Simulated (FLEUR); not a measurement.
System: Bi (space group C2/m).

Method: all-electron LAPW DFT, no spin polarisation; energies at scaled volumes of the given cell, shape and fractions fixed, counted from the fit's minimum, third-order Birch-Murnaghan fit (FLEUR MaX-R8.1 (later development tree)). All runs: no spin polarisation.

```csv
setting,value
k mesh,6×6×9
occupations,Fermi–Dirac
smearing width,0.05 eV
potentials,all electron
```

Describe the result: the energy against volume, with one curve for each functional. The cases: SCAN; PBEsol.

The fitted equilibrium volumes, smallest first, are PBEsol 32.417, SCAN 32.985 Å³/atom. The fitted bulk moduli, smallest first, are SCAN 54.4, PBEsol 55.5 GPa.

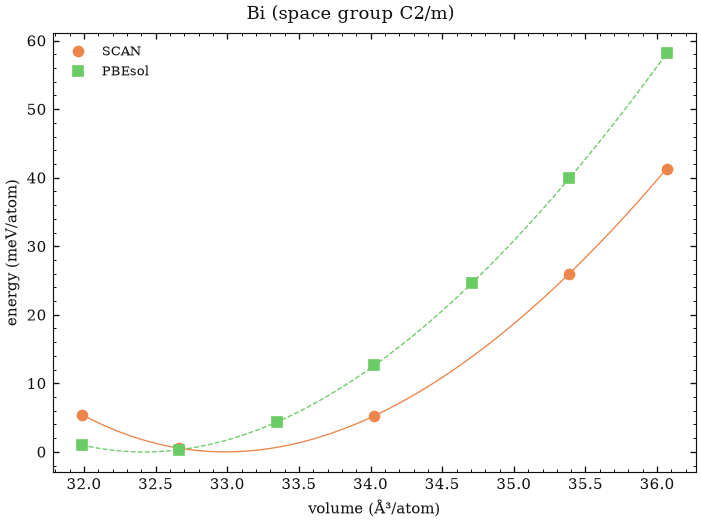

Limits of the calculation: spin-orbit coupling left out, heavy elements; shape and atomic fractions are frozen while scaling, which makes layered, chain and framework solids too stiff.
